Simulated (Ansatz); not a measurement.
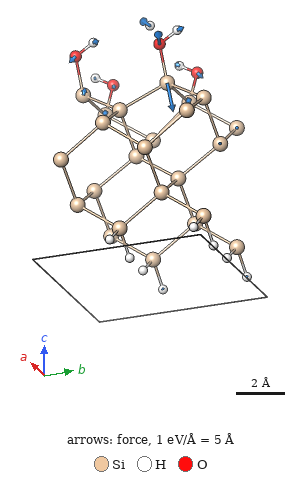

Starting geometry of a slab of composition Si$_{24}$H$_{13}$O$_{4}$ (cut from the Fd-3m phase) with the computed forces as blue arrows. A ball-and-stick model of the cell of the calculation, outlined in the plane, without the vacuum (origin shifted), seen from a free direction.

Case: 1 H a cell, anchor, over a hollow H-H-H site. The slab is the (1 0 0) face of Si with H on it. 12 atoms are held fixed.

All numbers below come from DFT PBE+D3(BJ), scalar-relativistic, plane waves, PAW in Ansatz.

The input:
```yaml
crystal:
  lattice:
    - [7.6671877233, 0.0, 0.0]
    - [0.0, 7.6671877233, 0.0]
    - [0.0, 0.0, 27.6279408436]
  atoms:
    - { symbol: Si, position: [0.5, 0.25, 0.3196540936] }
    - { symbol: Si, position: [0.5, 0.75, 0.3196540936] }
    - { symbol: Si, position: [0.0, 0.25, 0.3196540936] }
    - { symbol: Si, position: [0.0, 0.75, 0.3196540936] }
    - { symbol: Si, position: [0.5, 0.5, 0.3687124044] }
    - { symbol: Si, position: [0.5, 0.0, 0.3687124044] }
    - { symbol: Si, position: [0.0, 0.5, 0.3687124044] }
    - { symbol: Si, position: [0.0, 0.0, 0.3687124044] }
    - { symbol: Si, position: [0.75, 0.5, 0.4177707151] }
    - { symbol: Si, position: [0.75, 0.0, 0.4177707151] }
    - { symbol: Si, position: [0.25, 0.5, 0.4177707151] }
    - { symbol: Si, position: [0.25, 0.0, 0.4177707151] }
    - { symbol: Si, position: [0.75, 0.75, 0.4646982428] }
    - { symbol: Si, position: [0.75, 0.25, 0.4646982428] }
    - { symbol: Si, position: [0.25, 0.75, 0.4686255916] }
    - { symbol: Si, position: [0.25, 0.25, 0.4686255916] }
    - { symbol: Si, position: [-0.0069974241, 0.7481374534, 0.5160839684] }
    - { symbol: Si, position: [-0.0069974241, 0.2481374534, 0.5160839684] }
    - { symbol: Si, position: [0.5069974241, 0.7518625466, 0.5160839684] }
    - { symbol: Si, position: [0.5069974241, 0.2518625466, 0.5160839684] }
    - { symbol: Si, position: [0.909597224, -0.0026062854, 0.5596046663] }
    - { symbol: Si, position: [0.909597224, 0.4973937146, 0.5596046663] }
    - { symbol: Si, position: [0.590402776, 0.0026062854, 0.5596046663] }
    - { symbol: Si, position: [0.590402776, 0.5026062854, 0.5596046663] }
    - { symbol: H, position: [0.3511776095, 0.2500247289, 0.2857341744] }
    - { symbol: H, position: [0.3511776095, 0.7500247289, 0.2857341744] }
    - { symbol: H, position: [0.8499495317, 0.2499743055, 0.2861951238] }
    - { symbol: H, position: [0.8499495317, 0.7499743055, 0.2861951238] }
    - { symbol: H, position: [0.6500504683, 0.2500256945, 0.2861951238] }
    - { symbol: H, position: [0.6500504683, 0.7500256945, 0.2861951238] }
    - { symbol: H, position: [0.1488223905, 0.2499752711, 0.2857341744] }
    - { symbol: H, position: [0.1488223905, 0.7499752711, 0.2857341744] }
    - { symbol: O, position: [0.9869499762, -0.0175097761, 0.6165058571] }
    - { symbol: H, position: [-0.0018694371, 0.0923752983, 0.6336847735] }
    - { symbol: O, position: [0.9869499762, 0.4824902239, 0.6165058571] }
    - { symbol: H, position: [-0.0018694371, 0.5923752983, 0.6336847735] }
    - { symbol: O, position: [0.5130500238, 0.0175097761, 0.6165058571] }
    - { symbol: H, position: [0.5018694371, 0.9076247017, 0.6336847735] }
    - { symbol: O, position: [0.5130500238, 0.5175097761, 0.6165058571] }
    - { symbol: H, position: [0.5018694371, 0.4076247017, 0.6336847735] }
    - { symbol: H, position: [0.8327101876, 0.3641250994, 0.6677083008], spin: 1.0 }
basis:
  ecutwfc: 420
kpoints:
  mp_grid: { grid: [2, 2, 1] }
hamiltonian:
  xc: pbe
  dispersion: d3bj
scf:
  occupations: { method: gaussian, width: 0.05 }
output:
  forces: true
  eigenvalues: true
  populations: true
  write_density: true
  write_potential: true
  elf: true
  volumetric_format: npy
magnetization:
  spin_polarized: true
relax:
  adjacent_minimum: "off"
  f_tol: 0.04
  max_steps: 100
  constraints: [{ sites: [0, 1, 2, 3, 4, 5, 6, 7, 8, 9, 10, 11] }]
efield:
  axis: 3
  dipole_correction: true
  ramp_width: 0.04
```

Command:
```bash
ansatz run input.yaml --threads 4 --pin off --max-ram 10240MiB --backend cpu --events-out ev --progress --plain --runs-dir out
```

Q: What follows when this structure is relaxed?

A: It isn't relaxed: the largest force vector, on Si22, is 0.26 eV/Å. The final displacements have little in common with the starting forces (cosine between the two patterns 0.01). After 24 accepted moves (25 points after the start) the energy has fallen by 1.305 eV per cell of the calculation. Largest force component: 0.24 eV/Å at the start, 0.032 eV/Å at the end. The line search rejected the trial step at point 22 of the run. The forces were under the threshold at step 5, but the run went on from there. The largest move is that of H41, 3.10 Å at 33° to the normal (−c side). By element the largest moves are H 3.10 Å, O 0.20 Å, Si 0.08 Å. The lattice vectors keep their values. Among the contacts that change: Si23–H41 4.478 → 1.813 Å, Si21–H41 4.144 → 1.766 Å, Si21–Si23 2.448 → 2.526 Å, Si17–Si21 2.347 → 2.376 Å. New bonds form: Si21–H41 (4.14 → 1.77 Å). Bond angles that change, for instance: Si8–Si3–H31 111.5° → 98.6°, Si7–Si4–H28 111.2° → 98.3°, Si7–Si3–H31 111.5° → 98.8°. The program noted that the starting moments weren't kept.

Limits of the set-up: the k-point mesh is coarse for a cell with partly filled bands; the periodic images lie only 7.7 Å apart, so the values are limited by the cell's size.
